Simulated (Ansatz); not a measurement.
Input file:

```
crystal:
  lattice:
    - [0.0, 2.6541886808, 2.6541886808]
    - [2.6541886808, 0.0, 2.6541886808]
    - [2.6541886808, 2.6541886808, 0.0]
  atoms:
    - { symbol: K, position: [0.0, 0.0, 0.0] }
    - { symbol: F, position: [0.5, 0.5, 0.5] }
kpoints:
  mp_grid: { grid: [8, 8, 8] }
scf:
  occupations: { method: fixed }
hamiltonian:
  xc: pbesol
  pseudopotentials: { kind: paw }
relax:
  f_tol: 0.002
  max_steps: 80
  cell: { p_target: 1 }
output:
  forces: true
  stress: true
  write_density: true
  write_potential: true
  elf: true
  volumetric_format: npy
```

Run with:

```sh
ansatz run input.yaml --threads 1 --pin off --max-ram 3072MiB --backend cpu --events-out ev --progress --plain --runs-dir out
```

Below, planes, directions and counts refer to the conventional cell (a = 5.26 Å, b = 5.26 Å, c = 5.26 Å, α = 90.00°, β = 90.00°, γ = 90.00°).

The fields are those of the run's last geometry, not of the input's.

Space group Fm-3m.

Computed with Ansatz, DFT, PBEsol, PAW with Ansatz's default frozen-core files, scalar-relativistic; relaxation of cell and atoms.

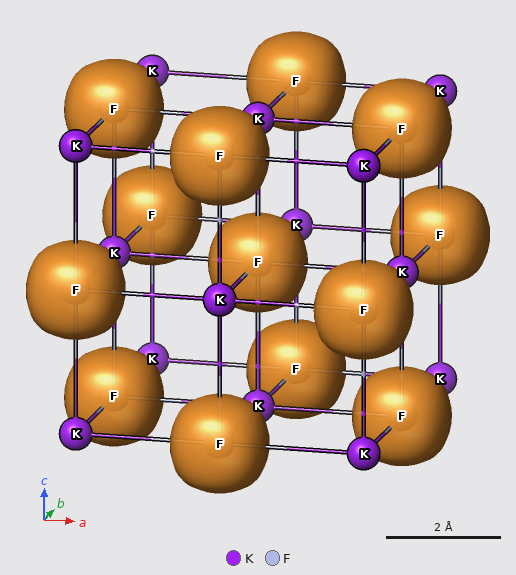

KF. Isosurface of the ELF at 0.65 (orange), seen slightly off an axis. Only the valence region is drawn (cores and ρ < 0.01 e/Å³ removed). Sticks mark near contacts.

Q: What do the ELF domains correspond to?

A: At this value the surface marks out four regions wrapped around F (the valence shell of each), counted in one cell of 8 atoms. Any copies at cell faces, edges or corners count once. Profiles from the grid: K–F (2.63 Å): the ELF is about 0.05 at the midpoint: a largely ionic contact.

Q: Metal or insulator at this level of theory?

A: It is gapped, with a Kohn–Sham gap of 6.3 eV on the k-point mesh (the band edges may lie off the mesh, which would make the gap smaller).
